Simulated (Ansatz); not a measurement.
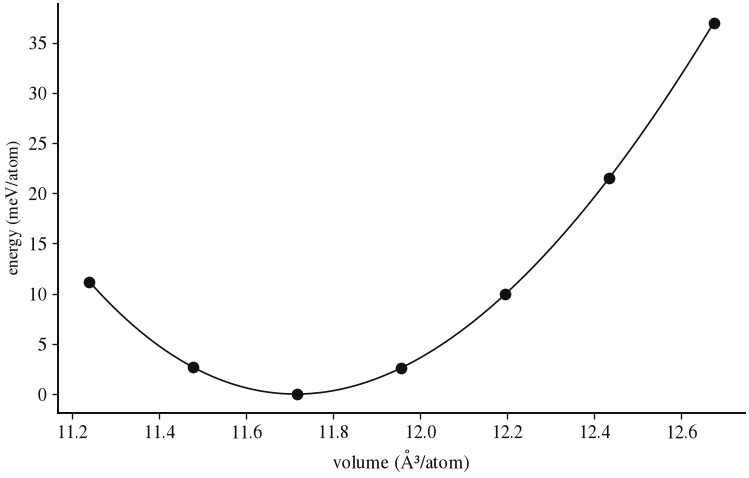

Plotted: energy against volume for AlNi, space group Pm-3m (No. 221).

Starting cell:
```
Ni Al
1.0
     2.88100    0.00000    0.00000
     0.00000    2.88100    0.00000
     0.00000    0.00000    2.88100
Ni Al
1 1
Direct
  0.50000 0.50000 0.50000
  0.00000 0.00000 0.00000
```

How it was computed, with Ansatz 0.2.0: all-electron LAPW DFT, collinear spins; energies at scaled volumes of the given cell, shape and fractions fixed, counted from the fit's minimum, third-order Birch-Murnaghan fit. Level: PBEsol, collinear spin.

- k mesh: 9×9×9
- occupations: Fermi–Dirac
- smearing width: 0.05 eV
- potentials: all electron LAPW, scalar relativistic
- program settings: basis error eV/atom 0.001

This calculation gives: equilibrium volume 11.71 Å³/atom and bulk modulus 173 GPa.

Now the level changes from PBEsol to LDA. Predict the effect.

The equilibrium volume falls from 11.71 to 11.35 Å³/atom (−3.1 %) and the bulk modulus rises from 173 to 186 GPa (+7.5 %).

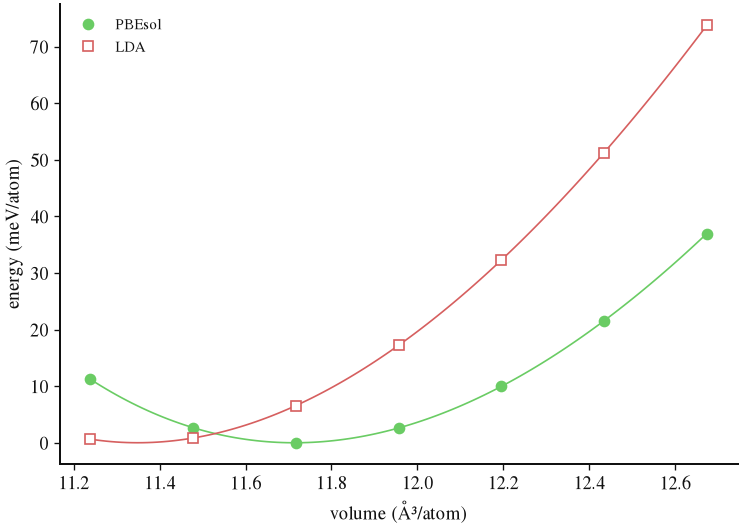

The two results together.

For both, limits of the calculation: the program warns: seeded moment not kept.

V0 and the bulk modulus come from third-order Birch–Murnaghan fits.
